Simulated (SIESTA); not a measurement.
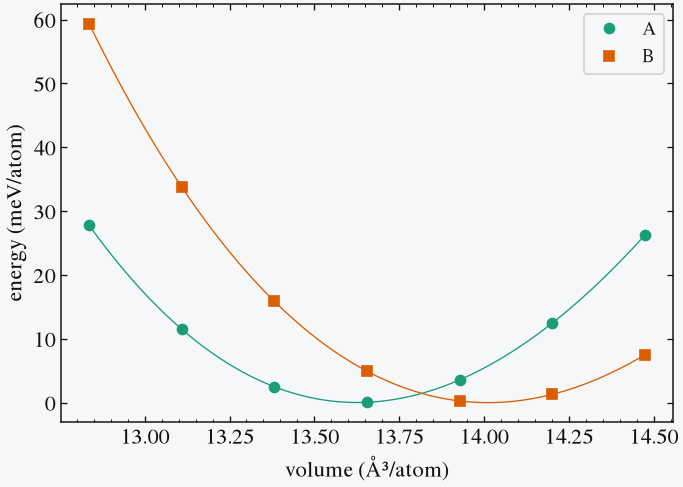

The figure compares two calculations of the energy against volume, each curve from its own zero. The first is for SiO₂, space group P6_422 (No. 181).

The cell holds 9 atoms.

Computed with SIESTA 5.4.2: DFT in numerical atomic orbitals with pseudopotentials, no spin polarisation; energies at scaled volumes of the given cell, shape and fractions fixed, counted from the fit's minimum, third-order Birch-Murnaghan fit. Level: LDA.

k mesh 4×4×4; occupations Fermi–Dirac; smearing width 0.05 eV; potentials PseudoDojo 0.4 standard, converted to PSML, two zetas on semicore shells; program settings basis DZP, mesh cutoff 800 Ry.

In the second, the level changes from LDA to PBEsol.

Q: Which of A and B is the second calculation, and what did the change do?

A: B. The equilibrium volume rises from 13.63 to 14.01 Å³/atom (+2.8 %) and the bulk modulus falls from 176 to 166 GPa (−5.7 %).

For both, limits of the calculation: mulliken charges of long orbitals; shape and atomic fractions are frozen while scaling, which makes layered, chain and framework solids too stiff.

V0 and the bulk modulus come from third-order Birch–Murnaghan fits.
